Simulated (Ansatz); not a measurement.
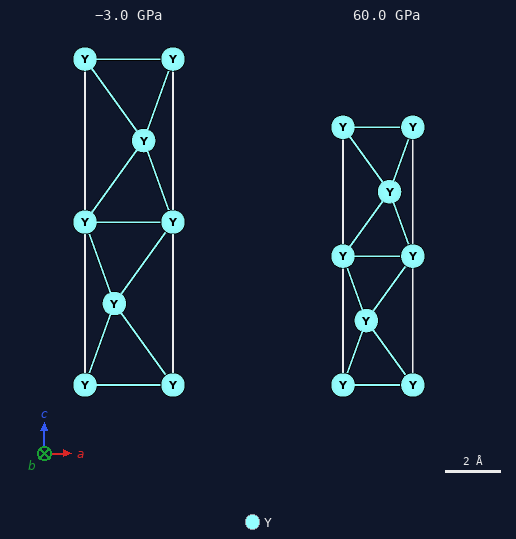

A crystal of Y (set up in P6_3/mmc), relaxed (cell and atoms) at several target pressures. The picture shows the first and the last member. Style: ball-and-stick. Shown: the cell of the calculation, along the b axis.

Computed with Ansatz 0.2.0: DFT PBE, scalar-relativistic, plane waves, PAW. (plane-wave cutoff 420 eV; k-point mesh 15 × 15 × 4; occupations gaussian; smearing width 0.1 eV; no spin polarisation; cell and atoms relaxed; force threshold 0.008 eV/Å)

| pressure (GPa) | volume (Å³/atom) | a (Å) | c (Å) |
| --- | --- | --- | --- |
| −3.0 | 35.419 | 3.708 | 11.900 |
| 0.0 | 32.459 | 3.599 | 11.572 |
| 3.0 | 30.330 | 3.518 | 11.318 |
| 8.0 | 27.705 | 3.413 | 10.985 |
| 15.0 | 25.148 | 3.306 | 10.627 |
| 30.0 | ? | ? | ? |
| 60.0 | 17.649 | 2.943 | 9.410 |

> One row is withheld. What does the calculation give there?

Murnaghan's form V = V₀(1 + B′P/B₀)^(−1/B′), with V₀ = 32.459 Å³ from the row at zero pressure, fits the other rows with B₀ = 40.1 GPa and B′ = 2.64 (largest miss 0.139 Å³). At 30.0 GPa it gives 32.459 × (1 + 2.64 × 30.0/40.1)^(−1/2.64) = 21.477 Å³ per atom. The calculation gives 21.644 Å³/atom (a = 3.147 Å, c = 10.091 Å). The estimate is 0.167 Å³/atom too low. From the first member to the last: Y–Y 3.708 → 2.943 Å, Y–Y 3.665 → 2.902 Å.

The whole series:

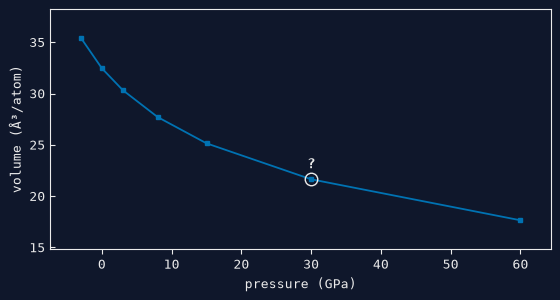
